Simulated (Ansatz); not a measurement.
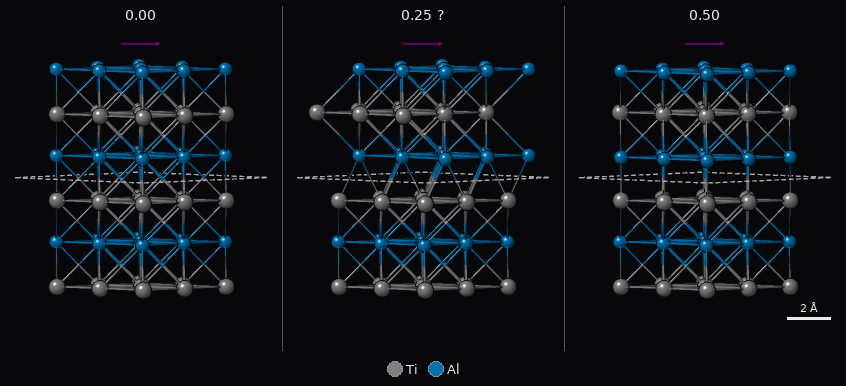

A crystal of TiAl (P4/mmm): the crystal above a cut along the (0 0 1) plane of the conventional cell (between a plane of Ti below and one of Al above, 2.04 Å apart) is slid rigidly by fractions of an in-plane lattice vector 3.99 Å long (a generalised stacking fault). One cut stands in each cell, which starts 12.2 Å high; nothing is relaxed, and the dashed outline marks the cut, the arrow on top the direction of slip. A ball-and-stick model of the layers on both sides of the cut, seen from the side, nearly along the cut plane.

Computed with DFT PBE, scalar-relativistic, plane waves, PAW in Ansatz 0.2.0. Settings: plane-wave cutoff 420 eV; k-point mesh 21 × 21 × 5; occupations gaussian; smearing width 0.15 eV; no spin polarisation. Energies (free energies at the smearing named) are counted from the relaxed crystal.

| slip (fraction of the lattice vector) | γ (mJ/m²) |
| --- | --- |
| 0.0000 | 0 |
| 0.0833 | 279 |
| 0.1667 | 1141 |
| 0.2500 | ? |
| 0.3333 | 4327 |
| 0.4167 | 5836 |
| 0.5000 | 6433 |

Fill in the missing row.

A straight line between the two neighbours gives 2734 mJ/m². A cubic through the four nearest rows (0.0833, 0.1667, 0.3333, 0.4167) gives, with Lagrange weights, (−0.1664)(279) + (0.6664)(1141) + (0.6664)(4327) + (−0.1664)(5836) = 2626 mJ/m². The calculation gives 2571 mJ/m², so the cubic is 55 mJ/m² too high and the straight line 163 mJ/m² too high, as the curve bends upwards here.

The whole profile:

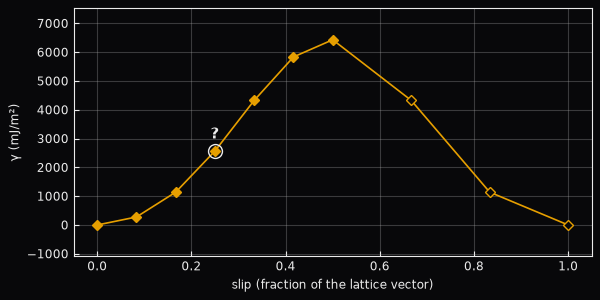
